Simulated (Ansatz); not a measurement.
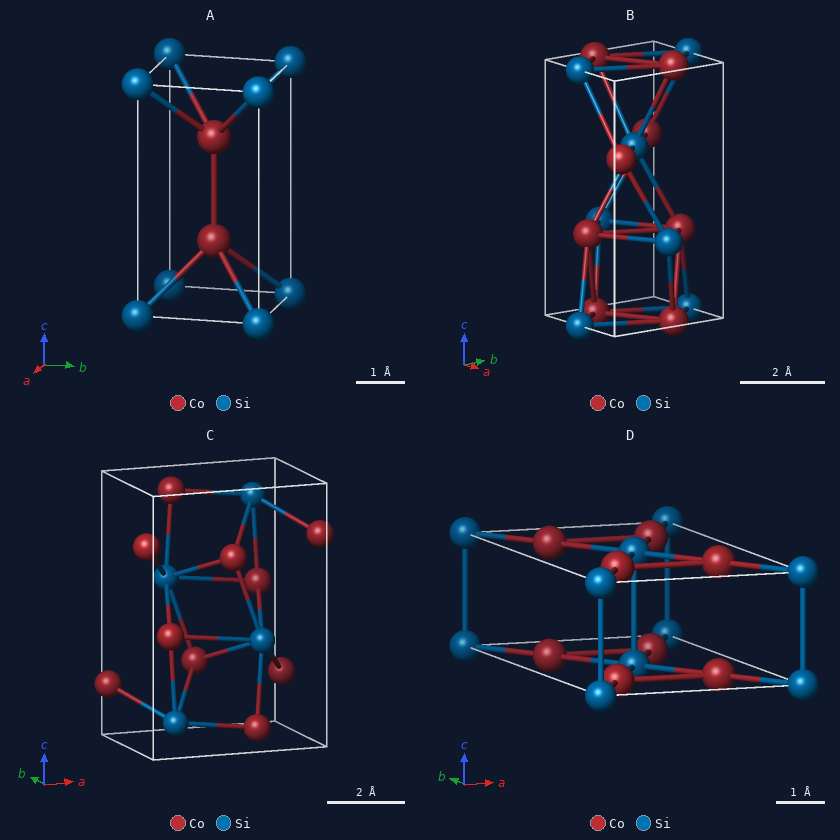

Four structures of Co2Si, each relaxed to rest (conventional cells in solid outline, small ones repeated, each panel with its own scale). Method: DFT PBE, scalar-relativistic, plane waves, PAW in Ansatz 0.2.0, with collinear spins.

**Give the type and space group of each panel.**

A: 3 atoms a cell on a primitive tetragonal lattice, P4/mmm; B: 9 atoms a cell on a primitive hexagonal lattice, P6_422; C: 12 atoms a cell on a primitive orthorhombic lattice, Pnma; D: 6 atoms a cell on a base-centred orthorhombic lattice, Cmmm.

**Which of these is lowest in energy, and how far above it do the others lie?**

C, then B (+189 meV/atom), A (+403 meV/atom) and D (+1060 meV/atom), energies at zero smearing.

**Collect the results in a table.**

| panel | structure | E − E(lowest) (meV/atom) | volume (Å³/atom) | gap (eV) |
| --- | --- | --- | --- | --- |
| C | Pnma | 0 | 10.6 | metal |
| B | P6_422 | 189 | 10.9 | metal |
| A | P4/mmm | 403 | 11.7 | metal |
| D | Cmmm | 1060 | 14.9 | metal |

Some of these may be structure types tried for this composition rather than known phases, and the most stable form need not be among them. Gaps are taken on the k-mesh or band path of each run.
